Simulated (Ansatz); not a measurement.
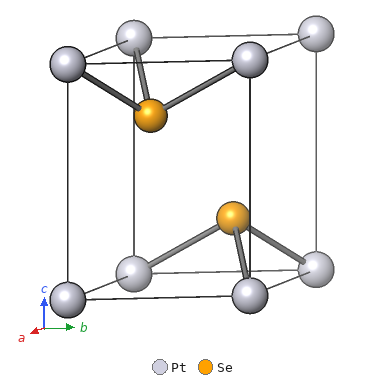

System: a slab cut from PtSe₂ (slab content Pt₅Se₁₂), space group P-3m1 (No. 164). The picture shows the bulk cell.

The given structure:
```yaml
crystal:
  lattice:
    - [3.76070, 0.00000, 0.00000]
    - [-1.88040, 3.25690, 0.00000]
    - [0.00000, 0.00000, 4.86330]
  atoms:
    - { symbol: Pt, position: [0.00000, 0.00000, 0.00000] }
    - { symbol: Se, position: [0.33333, 0.66667, 0.26070] }
    - { symbol: Se, position: [0.66667, 0.33333, 0.73930] }
```

One of the inputs:
```
crystal:
  lattice:
    - [3.7607248992, 0.0, 0.0]
    - [0.0, 8.1290185437, 0.0]
    - [0.0, 0.0, 26.1245932298]
  atoms:
    - { symbol: Se, position: [0.0, 0.3073275223, 0.2870858097] }
    - { symbol: Se, position: [0.5, 0.0137117495, 0.3399934553] }
    - { symbol: Pt, position: [0.5, 0.3210392717, 0.350831706] }
    - { symbol: Se, position: [0.5, 0.628366794, 0.3616699567] }
    - { symbol: Se, position: [0.0, 0.3347510212, 0.4145776023] }
    - { symbol: Pt, position: [0.0, 0.6420785435, 0.425415853] }
    - { symbol: Se, position: [0.0, 0.9494060657, 0.4362541037] }
    - { symbol: Se, position: [0.5, 0.655790293, 0.4891617493] }
    - { symbol: Pt, position: [0.5, 0.9631178152, 0.5] }
    - { symbol: Se, position: [0.5, 0.2704453375, 0.5108382507] }
    - { symbol: Se, position: [0.0, 0.9768295647, 0.5637458963] }
    - { symbol: Pt, position: [0.0, 0.284157087, 0.574584147] }
    - { symbol: Se, position: [0.0, 0.5914846092, 0.5854223977] }
    - { symbol: Se, position: [0.5, 0.2978688365, 0.6383300433] }
    - { symbol: Pt, position: [0.5, 0.6051963587, 0.649168294] }
    - { symbol: Se, position: [0.5, 0.912523881, 0.6600065447] }
    - { symbol: Se, position: [0.0, 0.6189081082, 0.7129141903] }
basis:
  ecutwfc: 420
kpoints:
  mp_grid: { grid: [9, 5, 1] }
hamiltonian:
  xc: pbesol
scf:
  occupations: { method: gaussian, width: 0.1 }
output:
  forces: true
  eigenvalues: true
relax:
  adjacent_minimum: "off"
  f_tol: 0.02
  max_steps: 60
efield:
  axis: 3
  dipole_correction: true
  ramp_width: 0.04
```

Run as:
```bash
ansatz run input.yaml --threads 4 --pin off --max-ram 10240MiB --backend cpu --events-out ev --progress --plain --runs-dir out
```

How it was computed, with Ansatz 0.2.0: spacing and rumpling of the atomic planes of a slab cut from the relaxed bulk cell along the Miller plane (conventional indices), bottom to top, after all atoms relax, plane waves with PAW datasets, Γ-centred k mesh. Level: PBEsol, no spin polarisation.

- space group in which the indices count: 164
- Miller index h: 1
- Miller index k: 0
- Miller index l: 2
- top plane: Se
- bottom plane: Se
- planes: 17
- surface cell: (1, 1)
- slab thickness as cut: 11.12 Å
- vacuum: 15 Å
- surface area: 30.57 Å²
- surface a: 3.761 Å
- surface b: 8.129 Å
- surface angle: 90 °
- slab atoms: 17
- excess atoms: Se2
- wave cutoff: 420 eV
- k mesh: 9×5×1
- occupations: Gaussian
- smearing width: 0.1 eV
- boundary: dipole corrected

Describe the result: the spacing change of each pair of planes. The cases: 1–2; 2–3; 3–4; 4–5; 5–6; 6–7; 7–8; 8–9; 9–10; 10–11; 11–12; 12–13; 13–14; 14–15; 15–16; 16–17.

The least value, −0.347 Å, is that of 3–4 and 14–15, and the largest, 0.286 Å, that of 4–5 and 13–14. In rising order: 3–4 (−0.347), 14–15 (−0.347), 5–6 (−0.300), 12–13 (−0.300), 6–7 (−0.154), 11–12 (−0.154), 2–3 (−0.148), 15–16 (−0.148), 1–2 (0.071), 16–17 (0.071), 8–9 (0.113), 9–10 (0.113), 7–8 (0.146), 10–11 (0.146), 4–5 (0.286), 13–14 (0.286), in Å. The spacing to next, in Å, is 1.453 for 1–2, 0.135 for 2–3, −0.064 for 3–4, 1.668 for 4–5, −0.017 for 5–6, 0.129 for 6–7, 1.529 for 7–8, 0.396 for 8–9, 0.396 for 9–10, 1.528 for 10–11, 0.129 for 11–12, −0.017 for 12–13, 1.668 for 13–14, −0.064 for 14–15, 0.135 for 15–16 and 1.453 for 16–17. The content of the two planes is Se and Se for 1–2, Se and Pt for 2–3, Pt and Se for 3–4, Se and Se for 4–5, Se and Pt for 5–6, Pt and Se for 6–7, Se and Se for 7–8, Se and Pt for 8–9, Pt and Se for 9–10, Se and Se for 10–11, Se and Pt for 11–12, Pt and Se for 12–13, Se and Se for 13–14, Se and Pt for 14–15, Pt and Se for 15–16 and Se and Se for 16–17.

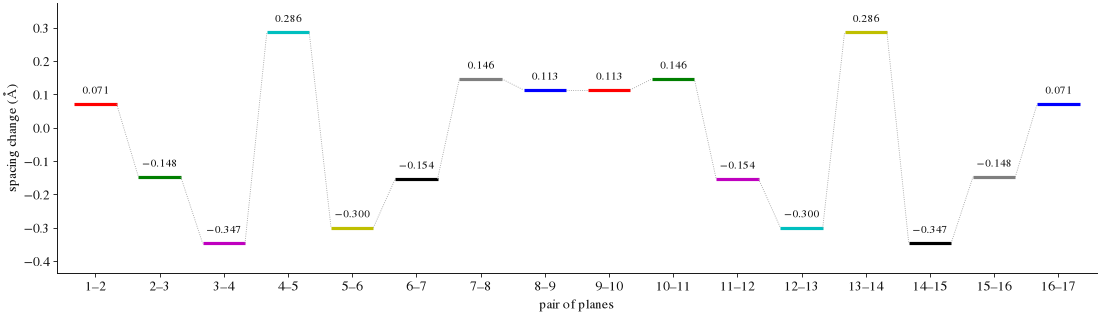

Caveats: coarse k mesh; k mesh lowers the symmetry; the slab's middle relaxes too; xc potential rough in thin density.
